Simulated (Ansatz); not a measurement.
Single-point calculation, with input and output: GaP

- system: GaP (interface cell, 12 atoms in the cell)
- method: DFT, PBEsol, plane waves, PAW, no spin polarisation (Ansatz 0.2.0)

The structure derives from an entry of the Crystallography Open Database. Some settings of this run were made unusual or wrong on purpose. Figures and captions count atoms from 1; the log counts them from 0 in places.

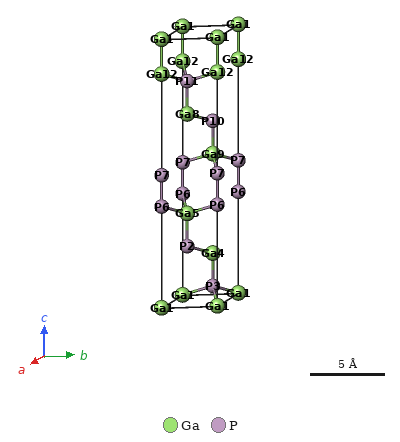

**Figure 1.** The input geometry (ball-and-stick view of the cell of the calculation, seen slightly off an axis; atoms are numbered from 1 in the order of the input).

**Input file**
```yaml
crystal:
  lattice:
    - [3.8455650058, 0.0, 0.0]
    - [-1.9227825029, 3.3303569869, 0.0]
    - [0.0, 0.0, 18.9188093609]
  atoms:
    - { symbol: Ga, position: [0.0, 0.0, 0.0023348191] }
    - { symbol: P, position: [0.6666666667, 0.3333333333, 0.2133898447] }
    - { symbol: P, position: [0.3333333333, 0.6666666667, 0.0470439851] }
    - { symbol: Ga, position: [0.3333333333, 0.6666666667, 0.1692423653] }
    - { symbol: Ga, position: [0.6666666667, 0.3333333333, 0.33545321] }
    - { symbol: P, position: [0.0, 0.0, 0.3791613555] }
    - { symbol: P, position: [1.0, 0.0, 0.4958386445] }
    - { symbol: Ga, position: [0.6666666667, 0.3333333333, 0.7057576347] }
    - { symbol: Ga, position: [0.3333333333, 0.6666666667, 0.53954679] }
    - { symbol: P, position: [0.3333333333, 0.6666666667, 0.6616101553] }
    - { symbol: P, position: [0.6666666667, 0.3333333333, 0.8279560149] }
    - { symbol: Ga, position: [0.0, 0.0, 0.8726651809] }
basis:
  ecutwfc: 420
kpoints:
  mp_grid: { grid: [12, 12, 2] }
hamiltonian:
  xc: pbesol
scf:
  occupations: { method: fixed }
  max_iter: 100
output:
  forces: true
  eigenvalues: true
  stress: true
```

Run on 2 threads of Intel Xeon @ 2.50GHz (Skylake/Cascade Lake), 192 GiB of memory available, shared host.

Command:
```bash
ansatz run input.yaml --threads 2 --pin off --max-ram 5120MiB --backend cpu --events-out ev --progress --plain --runs-dir out
```

**Log**
```
Engine: ansatz 0.2.0, x86_64-unknown-linux-gnu
Pseudopotentials: kind: paw
Pseudopotential: Ga, paw, valence charge 13, recommended cutoff 420 eV (normal), Ga.paw.azcp
Pseudopotential: P, paw, valence charge 5, recommended cutoff 420 eV (normal), P.paw.azcp
Functional definition: PBEsol
  exchange = pbesol_x
  correlation = pbesol_c
Crystal: 12 atoms, lattice volume = 242.295 Å³
Basis set: ecut = 420 eV, 4695 PW (Γ), exchange–correlation on 54×54×256 points (8 copies of the dense FFT grid, shifted against one another)
Bands: 66, of which v1, the nominal top of the filled ones, is band 54 counted from 1 (53 counted from 0)
Symmetry: 12 space group operations
Space group: P-3m1 (ITA 164), of the structure as read, at distance tolerance 6.2e-5 Å
k-points: 38 of 288
Non-local potential: Ga, projectors of the file, l = 0: 2, l = 1: 2, l = 2: 3, l = 3: 1
Non-local potential: P, projectors of the file, l = 0: 2, l = 1: 2, l = 2: 2
PAW form: soft (Blöchl's): semilocal exchange-correlation on the pseudo side does not see the compensation charge
PAW frozen core: Ga, regenerated for the run's functional, and the local potential with it (the file was generated under x = pbe(κ = 0.804, μ = 0.2195149727645171), c = pbe(β = 0.06672455060314922))
PAW frozen core: P, regenerated for the run's functional, and the local potential with it (the file was generated under x = pbe(κ = 0.804, μ = 0.2195149727645171), c = pbe(β = 0.06672455060314922))
PAW one-centre angular grid: Ga, 590 points (default); XC on 64 Gauss nodes
PAW one-centre angular grid: P, 110 points (default); XC on 64 Gauss nodes
Initial density: superposition of atomic densities (neutral atoms: chi_scale 0, normalization atom), corrected by the library's trained network
Initial wavefunctions: pseudopotential atomic-orbital guess
Functional: x = pbesol(κ = 0.804, μ = 0.12345679012345678), c = pbesol(β = 0.046)
SCF iter   1: F=—  HF=-26903.527218 eV  |F-HF|=—  |Δ(HF+E_count)|=         —  Δρ=4.96e-3  dr2=1.08e0  ethr=1.77e-3  ⟨swp⟩=6.1  Hψ=8676  notcnv=0  defer=361
preconditioner: auto → Resta (q_TF=auto, 2.385 Å⁻¹)  ε∞=4.3  [insulator: Δε(μ)=0.692 eV  Ē_g=13.744 eV  n_scr=68 (ndim 8)  ℏωp=24.8 eV  f_vac=0.011  ε∞_Penn≈4.3]
SCF iter   2: F=—  HF=-26903.403522 eV  |F-HF|=—  |Δ(HF+E_count)|=   1.24e-1  Δρ=3.70e-3  dr2=1.01e-1  ethr=9.97e-4  ⟨swp⟩=3.1  Hψ=3223  notcnv=0  defer=369
SCF iter   3: F=—  HF=-26903.390329 eV  |F-HF|=—  |Δ(HF+E_count)|=   1.32e-2  Δρ=1.84e-3  dr2=1.73e-2  ethr=9.36e-5  ⟨swp⟩=2.8  Hψ=3169  notcnv=0  defer=378
SCF iter   4: F=—  HF=-26903.387579 eV  |F-HF|=—  |Δ(HF+E_count)|=   2.75e-3  Δρ=6.72e-4  dr2=2.59e-3  ethr=1.60e-5  ⟨swp⟩=3.4  Hψ=3381  notcnv=0  defer=378
SCF iter   5: F=—  HF=-26903.387316 eV  |F-HF|=—  |Δ(HF+E_count)|=   2.63e-4  Δρ=2.52e-4  dr2=2.01e-4  ethr=2.40e-6  ⟨swp⟩=2.1  Hψ=4585  notcnv=0  defer=378
SCF iter   6: F=—  HF=-26903.387329 eV  |F-HF|=—  |Δ(HF+E_count)|=   1.30e-5  Δρ=9.45e-5  dr2=3.16e-5  ethr=1.86e-7  ⟨swp⟩=2.0  Hψ=4341  notcnv=0  defer=372
SCF iter   7: F=—  HF=-26903.387425 eV  |F-HF|=—  |Δ(HF+E_count)|=   9.60e-5  Δρ=2.17e-5  dr2=1.90e-6  ethr=2.92e-8  ⟨swp⟩=2.3  Hψ=3438  notcnv=0  defer=364
SCF iter   8: F=—  HF=-26903.387426 eV  |F-HF|=—  |Δ(HF+E_count)|=   1.26e-6  Δρ=6.14e-6  dr2=1.89e-7  ethr=1.76e-9  ⟨swp⟩=3.2  Hψ=4430  notcnv=0  defer=365
SCF iter   9: F=-26903.387426 eV  HF=-26903.387427 eV  |F-HF|=3.67e-9  |Δ(HF+E_count)|=   4.18e-8  Δρ=1.53e-6  dr2=1.37e-8  ethr=9.26e-11  ⟨swp⟩=15.7  Hψ=14050  notcnv=0
SCF 1 converged in 9 iterations: F = -26903.387426 eV  dr2 = 1.37e-8
  greatest PAW one-centre occupation: 0.994 electrons in one spin orbital (limit 2), on the Ga atom at site 7 (counted from 0), in its partial waves of l = 2
SCF converged after 9 iterations
Free energy (F): -26903.387426 eV
Harris-Foulkes:  -26903.387427 eV  (|F-HF|=3.67e-9)
Internal energy: -26903.387426 eV  (E = F + TS)
E sigma→0 (E₀):  -26903.387426 eV
Fermi energy:    7.581229 eV
--- Per-component energies (eV) ---
  E_band       = -353.402819
  E_kinetic    = 1117.922107
  E_local      = -13350.120898  (includes V_loc(G=0)·N_el)
  E_nonlocal   = 2757.684167
  E_hartree    = 6171.745878
  E_xc         = -779.025024
  E_vxc        = -715.197955  (∫ρ·V_xc dr)
  E_paw        = -15018.309605  (= ΣΔE_a)
  E_vpaw       = -2507.182057  (= ΣTr[D̂ρ^β])
  E_aug_tail   = -0.000642  (compensation charges beyond the density's cutoff)
  E_ewald      = -7808.737852
  E_core_change = 5.454443  (= ΣΔE_core)
  E_smearing   = -0.000000  (= −TS)
  E_closure    = 0.000000  (closes the sum)
  Σ components = -26903.387426   (vs F -26903.387426, Δ=0.00e0)
--- Forces (eV/Å), atoms counted from 1 ---
  atom   1  Ga     0.00000000    -0.00000000    -0.00691140
  atom   2  P      0.00000000     0.00000000    -0.00087400
  atom   3  P      0.00000000     0.00000000     0.01240752
  atom   4  Ga     0.00000000    -0.00000000    -0.00739059
  atom   5  Ga     0.00000000    -0.00000000    -0.01924766
  atom   6  P     -0.00000000     0.00000000     0.00568401
  atom   7  P      0.00000000    -0.00000000    -0.00568401
  atom   8  Ga     0.00000000     0.00000000     0.00739059
  atom   9  Ga     0.00000000     0.00000000     0.01924766
  atom  10  P      0.00000000    -0.00000000     0.00087400
  atom  11  P      0.00000000    -0.00000000    -0.01240752
  atom  12  Ga     0.00000000     0.00000000     0.00691140
  max |Σ_I F_I| component: 5.55e-17 eV/Å
--- Stress (GPa, compression-positive) ---
        0.414964       0.000000       0.000000
        0.000000       0.414964      -0.000000
        0.000000      -0.000000       0.037230
  P = ⅓ Tr σ = 0.2891 GPa (2.891 kbar)
--- Band table (eV; the first three rows and the last of 38) ---
  k-point 0: bands = ["-8.2279", "-8.2224", "-8.1832", "-8.1832", "-8.1793", "-8.1793", "-8.0834", "-8.0834", "-8.0807", "-8.0807", "-7.4368", "-7.4362", "-7.3991", "-7.3991", "-7.3991", "-7.3991", "-7.2998", "-7.2998", "-7.2998", "-7.2998", "-6.7988", "-6.7560", "-6.6146", "-6.6146", "-6.6021", "-6.6021", "-6.5440", "-6.5440", "-6.4069", "-6.4069", "-6.4038", "-5.3039", "-4.9303", "-4.1874", "-3.8741", "-3.2801", "-0.1415", "1.6506", "1.6544", "4.2799", "4.5986", "4.6731", "4.6731", "5.9833", "5.9833", "6.3111", "6.3111", "6.6517", "6.6517", "7.1769", "7.1769", "7.3610", "7.3610", "7.4828", "7.6279", "8.5665", "8.8449", "9.1494", "9.4232", "10.0494", "10.1057", "10.5661", "10.5661", "10.6881", "10.6881", "11.5049"]
  k-point 1: bands = ["-8.2279", "-8.2225", "-8.1832", "-8.1832", "-8.1793", "-8.1793", "-8.0834", "-8.0834", "-8.0807", "-8.0807", "-7.4366", "-7.4364", "-7.3991", "-7.3991", "-7.3991", "-7.3991", "-7.2998", "-7.2998", "-7.2998", "-7.2998", "-6.7988", "-6.7560", "-6.6146", "-6.6146", "-6.6021", "-6.6021", "-6.5440", "-6.5440", "-6.4069", "-6.4069", "-6.4037", "-5.3183", "-4.8744", "-4.3497", "-3.5751", "-3.4709", "-0.0063", "0.9598", "2.7202", "3.1948", "4.6731", "4.6731", "5.4780", "5.9817", "5.9817", "6.3198", "6.3198", "6.6353", "6.6353", "6.9323", "7.2151", "7.2151", "7.3313", "7.3313", "7.5478", "8.7209", "9.0816", "9.3840", "9.5360", "9.7194", "10.1433", "10.5560", "10.5560", "10.7274", "10.7274", "11.3591"]
  k-point 2: bands = ["-8.2325", "-8.2229", "-8.1849", "-8.1803", "-8.1796", "-8.1764", "-8.0849", "-8.0835", "-8.0834", "-8.0806", "-7.4383", "-7.4378", "-7.3997", "-7.3996", "-7.3963", "-7.3963", "-7.3018", "-7.3017", "-7.2998", "-7.2998", "-6.7541", "-6.7244", "-6.6200", "-6.6141", "-6.6081", "-6.5987", "-6.5454", "-6.5420", "-6.4151", "-6.4072", "-6.3910", "-5.2241", "-4.8540", "-4.1122", "-3.8020", "-3.2139", "-0.1023", "1.6676", "1.6736", "4.1317", "4.2213", "4.5015", "4.5479", "5.4080", "5.7653", "5.8292", "6.0978", "6.1914", "6.5124", "6.5520", "6.7275", "7.0913", "7.2487", "7.5812", "8.0741", "8.8869", "9.3028", "9.6376", "9.7456", "10.2960", "10.4667", "10.5687", "10.6481", "10.7082", "10.9714", "11.1139"]
  k-point 37: bands = ["-8.3127", "-8.2392", "-8.1693", "-8.1693", "-8.1481", "-8.1481", "-8.0952", "-8.0929", "-8.0929", "-8.0883", "-7.4721", "-7.4721", "-7.3849", "-7.3849", "-7.3665", "-7.3665", "-7.3109", "-7.3109", "-7.3092", "-7.3092", "-6.7159", "-6.6802", "-6.6802", "-6.5964", "-6.5964", "-6.5277", "-6.5277", "-6.4254", "-6.4254", "-6.3146", "-5.1140", "-2.9333", "-2.9333", "-2.2141", "-2.1527", "-2.1527", "-0.1198", "-0.1198", "0.7224", "0.7593", "0.7593", "1.8248", "2.2927", "2.3743", "2.3743", "3.1751", "3.6519", "3.6519", "3.6545", "4.6146", "4.6146", "5.0140", "5.0140", "6.5320", "8.9213", "9.2898", "9.2898", "10.2204", "10.2452", "10.2452", "12.1248", "12.1248", "12.1541", "12.5661", "12.5661", "12.6755"]
```

**What the run reported**

- outcome: converged
- electrons treated: 108
- free energy: −26903.3874 eV
- Fermi energy: 7.581 eV
- gap on the k-point mesh: none (metallic)
- largest force (length of the vector): 0.019 eV/Å
- wall time: 36 s (CPU time 71 s)
- peak memory: 0.84 GiB

**Remarks**

This input holds a deliberate fault: fixed occupations whatever the gap (`scf.occupations`). The run converged; whether the setting changed the result can't be told without a sound run beside it. Warnings of the run: filled and empty bands overlap.
